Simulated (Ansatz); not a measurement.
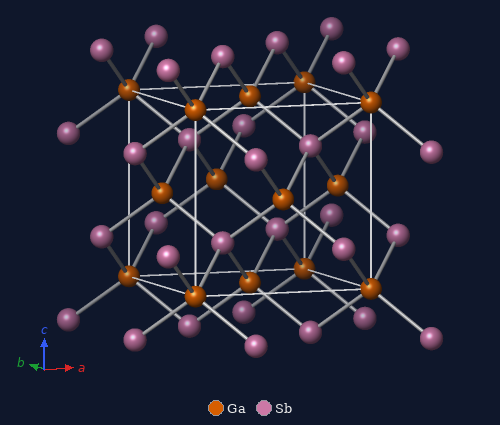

System GaSb (space group F-43m, No. 216); source of the atomic positions: the geometry relaxed with DFT PBEsol, scalar-relativistic, plane waves, PAW (Ansatz 0.2.0).

Bonds are taken as Ga–Sb below 3 Å. Atoms with one bond or none are removed and atoms with two bonds are replaced by edges, until no such atom is left.

What kind of net remains, and which atoms are its nodes?

Answer. A uninodal 4-connected, three-periodic net: Ga and Sb are 4-connected nodes.

Which named net is it?

Answer. It is the dia net, known from diamond, zinc blende and cristobalite.

Is the net interpenetrated?

Answer. It is a single net, without interpenetration.

Give the point symbol of each node (shortest cycle at each angle).

Answer. Ga and Sb: 6⁶.

How many nodes does the smallest cycle have?

Answer. Six.

The simplified net, drawn on the atoms' positions. Nodes are coloured by element. Short stubs are edges that leave the cut-out.

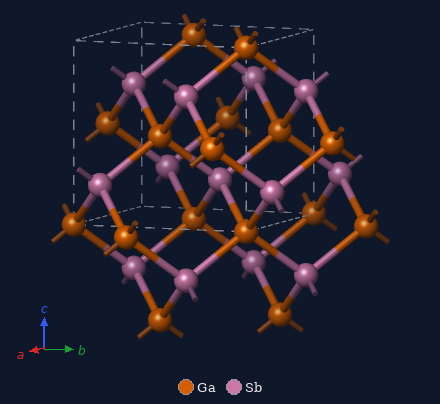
